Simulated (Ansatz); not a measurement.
## Run report: NiSi₂, geometry relaxation (part 2 of 2)

NiSi₂ (Fm-3m, 3 atoms in the cell); DFT PBE+D3(BJ), scalar-relativistic, plane waves, PAW, no spin polarisation (Ansatz 0.2.0); cutoff 420 eV, 14×14×14 k-mesh, Gaussian smearing of 0.1 eV. The structure derives from an entry of the Crystallography Open Database.

Geometry of the input (Å; fractional positions):
```
0.0000  2.6975  2.6975
2.6975  0.0000  2.6975
2.6975  2.6975  0.0000
Si 0.2500  0.2500  0.2500
Si 0.7500  0.7500  0.7500
Ni 0.0000  0.0000  0.0000
```

```
basis re-selected at this cell: Δ(F+E_penalty+E_count) = +8.998e-5 eV, ΔP = -0.001 GPa vs the last step (what re-selecting the basis moved, of the pressure what is left beyond the Pulay correction that the steps carried, after the strain that the cell walked since its last selection, with what the two solves' SCF thresholds leave and, on support functions, any second-order correction that the steps lacked; it is no measure of the basis error at this ecutwfc). This SCF's stress stands 7.45e-3 GPa from its target on what of the cell is left free (relax.cell.stress_tol is 5.00e-2 GPa) and its largest allowed force component is 1.36e-16 eV/Å (relax.f_tol is 5.00e-3 eV/Å): within both
SCF converged after 6 iterations
Free energy (F): -7113.735749 eV
Harris-Foulkes:  -7113.735749 eV  (|F-HF|=3.64e-12)
Internal energy: -7113.731225 eV  (E = F + TS)
E sigma→0 (E₀):  -7113.733487 eV
Entropy (-TS):   -0.004524 eV (-1.508 meV/atom)
Fermi energy:    13.586147 eV
--- Per-component energies (eV) ---
  E_band       = -339.546405
  E_kinetic    = 371.632428
  E_local      = -4887.984717  (includes V_loc(G=0)·N_el)
  E_nonlocal   = 679.379162
  E_hartree    = 2114.908128
  E_xc         = -199.839527
  E_vxc        = -209.245228  (∫ρ·V_xc dr)
  E_paw        = -2651.144741  (= ΣΔE_a)
  E_vpaw       = -523.144845  (= ΣTr[D̂ρ^β])
  E_aug_tail   = 0.000613  (compensation charges beyond the density's cutoff)
  E_ewald      = -2539.328292
  E_disp       = -1.354280  (pairwise vdW)
  E_smearing   = -0.004524  (= −TS)
  E_closure    = 0.000000  (closes the sum)
  Σ components = -7113.735749   (vs F -7113.735749, Δ=0.00e0)
--- Forces (eV/Å), atoms counted from 1 ---
  atom   1  Si     0.00000000     0.00000000     0.00000000
  atom   2  Si    -0.00000000    -0.00000000    -0.00000000
  atom   3  Ni     0.00000000     0.00000000    -0.00000000
  max |Σ_I F_I| component: 1.39e-17 eV/Å
--- Stress (GPa, compression-positive) ---
        0.007450      -0.000000      -0.000000
       -0.000000       0.007450      -0.000000
       -0.000000      -0.000000       0.007450
  P = ⅓ Tr σ = 0.0075 GPa (0.075 kbar)
--- Band table (eV; the first three rows and the last of 104) ---
  k-point 0: bands = ["-91.1539", "-51.5513", "-51.5513", "-51.5513", "-0.4804", "8.2257", "8.2257", "8.2257", "9.9477", "9.9477", "13.3244", "15.2651", "15.2651", "15.2651", "15.7553", "15.7553", "15.7553"]
  k-point 1: bands = ["-91.1539", "-51.5514", "-51.5513", "-51.5513", "-0.4039", "8.0715", "8.2505", "8.2505", "9.9326", "9.9326", "13.2133", "14.3780", "14.8214", "14.8214", "16.2134", "16.2134", "16.8321"]
  k-point 2: bands = ["-91.1539", "-51.5515", "-51.5513", "-51.5513", "-0.1752", "7.6314", "8.3199", "8.3199", "9.8970", "9.8970", "12.4272", "14.2040", "14.2353", "14.2353", "16.5373", "16.5373", "17.6276"]
  k-point 103: bands = ["-91.1540", "-51.5521", "-51.5519", "-51.5517", "4.2745", "4.7799", "6.1699", "6.8851", "9.6564", "9.7860", "9.8672", "10.2947", "11.0351", "15.1055", "16.5186", "17.5644", "19.4587"]
--- Relaxed structure (3 steps of the walk, 3 accepted, 1 SCFs on fresh bases) ---
  F+E_penalty+E_count = -7113.73574902 eV   max|allowed force component| = 1.357e-16 eV/Å   (the final SCF, on the basis selected at the relaxed cell)
  cell:  # Å, volume = 38.9641 Å³
    - [3.614529535835309e-34, 2.6907806579998446, 2.690780657999845]
    - [2.6907806579998446, 3.033338663333156e-34, 2.690780657999845]
    - [2.6907806579998446, 2.6907806579998446, 3.431414603403124e-34]
  atoms:
    - { symbol: Si, position: [0.25, 0.25, 0.25] }
    - { symbol: Si, position: [0.7500000000000001, 0.7500000000000001, 0.7500000000000003] }
    - { symbol: Ni, position: [9.91622873229964e-36, -5.237008299245747e-36, -2.290029072865448e-35] }
```

Trajectory as extended XYZ (Å, eV, eV/Å), 4 frames, from step=1 to step=4
```
3
Lattice="0.0000 2.6975 2.6975 2.6975 0.0000 2.6975 2.6975 2.6975 0.0000" Properties=species:S:1:pos:R:3:forces:R:3 step=1 energy=-7113.73470 pressure_GPa=-1.15
Si    1.3487    1.3487    1.3487    0.0000   0.0000   0.0000
Si    4.0462    4.0462    4.0462    0.0000   0.0000   0.0000
Ni    0.0000    0.0000    0.0000    0.0000   0.0000   0.0000
3
Lattice="0.0000 2.6939 2.6939 2.6939 0.0000 2.6939 2.6939 2.6939 0.0000" Properties=species:S:1:pos:R:3:forces:R:3 step=2 energy=-7113.73557 pressure_GPa=-0.54
Si    1.3470    1.3470    1.3470    0.0000   0.0000   0.0000
Si    4.0409    4.0409    4.0409    0.0000   0.0000   0.0000
Ni    0.0000    0.0000    0.0000    0.0000   0.0000   0.0000
3
Lattice="0.0000 2.6908 2.6908 2.6908 0.0000 2.6908 2.6908 2.6908 0.0000" Properties=species:S:1:pos:R:3:forces:R:3 step=3 energy=-7113.73584 pressure_GPa=0.01
Si    1.3454    1.3454    1.3454    0.0000   0.0000   0.0000
Si    4.0362    4.0362    4.0362    0.0000   0.0000   0.0000
Ni    0.0000    0.0000    0.0000    0.0000   0.0000   0.0000
3
Lattice="0.0000 2.6908 2.6908 2.6908 0.0000 2.6908 2.6908 2.6908 0.0000" Properties=species:S:1:pos:R:3:forces:R:3 step=4 energy=-7113.73575 pressure_GPa=0.01
Si    1.3454    1.3454    1.3454    0.0000   0.0000   0.0000
Si    4.0362    4.0362    4.0362    0.0000   0.0000   0.0000
Ni    0.0000    0.0000    0.0000    0.0000   0.0000   0.0000
```

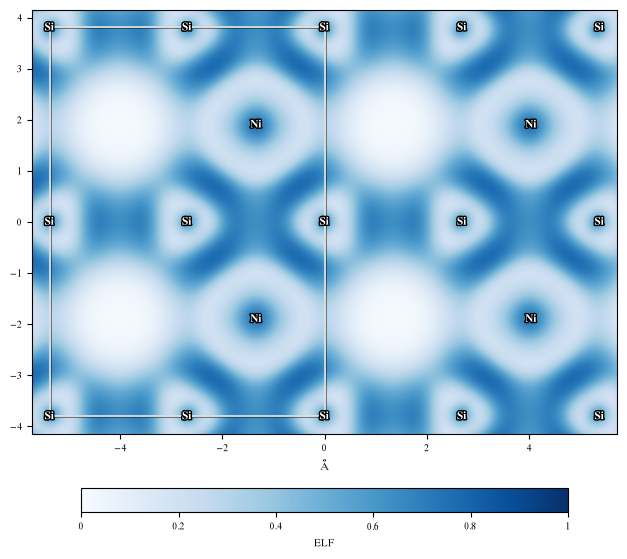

Figure 1. ELF on the (101̄) plane of the conventional cell. Si–Ni (2.33 Å): the ELF is about 0.50 at the midpoint. The strong features right at Ni lie inside the PAW spheres (semicore, d or f shells) and say nothing about bonding. In a PAW calculation such maps are meaningful between the atoms, not at the nuclei.

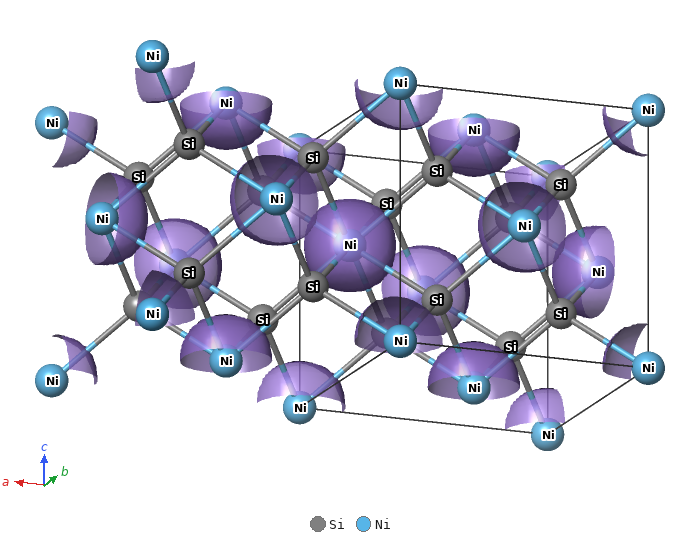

Figure 2. Isosurface of the valence pseudo-density at 0.6 e/Å³ (purple), seen at an oblique angle. Sticks mark near contacts. The outline is the cell set on symmetry axes. At this value the density breaks into separate islands; it holds about 60 % of the electrons treated as valence (semicore included). It is pinched off along the Si–Ni (2.33 Å) contacts. On the grid the lowest density along these lines, outside the cores, is 0.47 e/Å³ (Si–Ni, 2.33 Å).

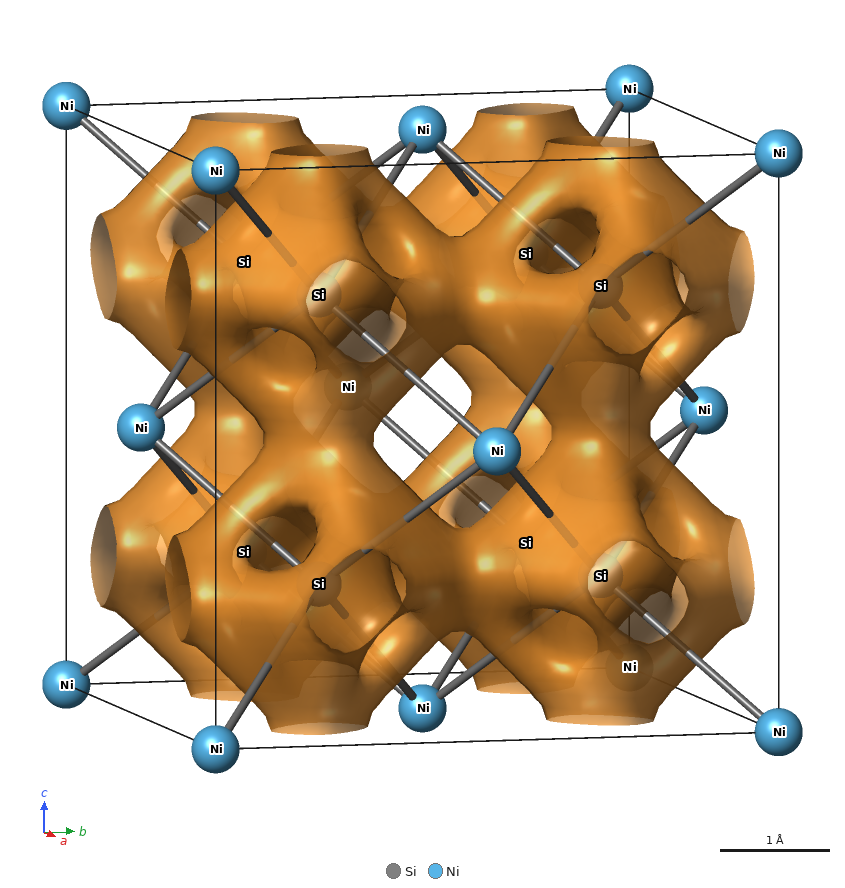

Figure 3. Isosurface of the electron localisation function at 0.55 (orange), seen slightly off an axis. Only the valence region is drawn (cores and ρ < 0.01 e/Å³ removed). Sticks mark near contacts. The outline is the cell set on symmetry axes. The ELF exceeds this value in one network that runs through the whole crystal, counted in one cell of 12 atoms. Along the contacts the grid gives the following. Si–Ni (2.33 Å): the ELF is about 0.50 at the midpoint.

Results in brief

```csv
quantity,value
outcome,converged
space group (tolerance 0.01 Å),Fm-3m (225)
electrons treated,26
free energy,−7113.7357 eV
Fermi energy,13.586 eV
gap on the k-point mesh,none (metallic)
pressure,0.01 GPa
final volume,38.96 Å³
largest force (length of the vector) at the end,under 0.001 eV/Å
final cell,"a = 3.805 Å, b = 3.805 Å, c = 3.805 Å, α = 60.00°, β = 60.00°, γ = 60.00°"
wall time,3.4 s (CPU time 12 s)
peak memory,0.48 GiB
```

The run has no spin polarisation, so a magnetic state may lie lower.
